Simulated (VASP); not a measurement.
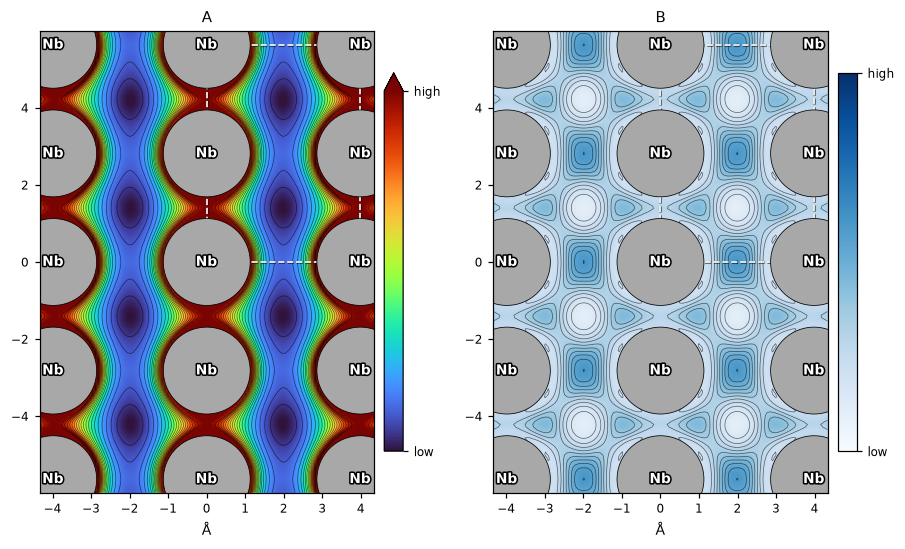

Nb: 2 fields on the (101) plane of the conventional cell, with unlabelled colour scales. Grey discs cover the atomic cores.

Space group Pm-3m; a generated structure, not necessarily the stable one.

Method: Kohn-Sham DFT of a periodic cell, PBE, VASP PAW PBE potentials, recommended in VASP 6.6.1.

Question: Match the panels to the quantities (electron localisation function and valence pseudo-density).

Answer: Panel A: valence pseudo-density. Panel B: electron localisation function. From the grid: Nb–Nb (2.82 Å): the density is about 0.33 e/Å³ at the midpoint; the ELF is about 0.30 at the midpoint: no localised pair shows between them.
